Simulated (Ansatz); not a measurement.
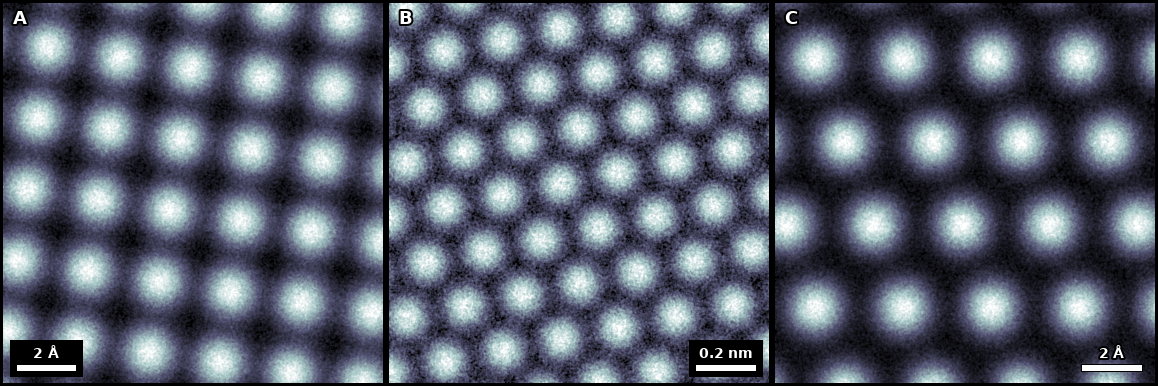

Three views of Lu (Fm-3m, No. 225) along different zone axes. Simulated incoherent Z contrast: every atom adds Z^1.7 spread by a probe of 1.30 Å full width; channelling and multiple scattering are left out. The display is stretched by a gamma of 0.65; percentages refer to the linear signal. Shot noise was added. Atomic positions: the input geometry of a calculation; the starting structure was generated, so it need not be a known form of this composition.

```
Lu
1.0
     4.91478    0.00000    0.00000
     0.00000    4.91478    0.00000
     0.00000    0.00000    4.91478
Lu
4
Direct
  0.00000 0.00000 0.00000
  0.00000 0.50000 0.50000
  0.50000 0.00000 0.50000
  0.50000 0.50000 0.00000
```

> Match the panels to the zone axes [001], [110] and [111].

A is [001]: projected cell 2.46 × 2.46 Å, 90°, plane group p4mm. B is [111]: projected cell 2.01 × 2.01 Å, 120°, plane group p6mm. C is [110]: projected cell 3.01 × 3.01 Å, 109°, plane group c2mm.
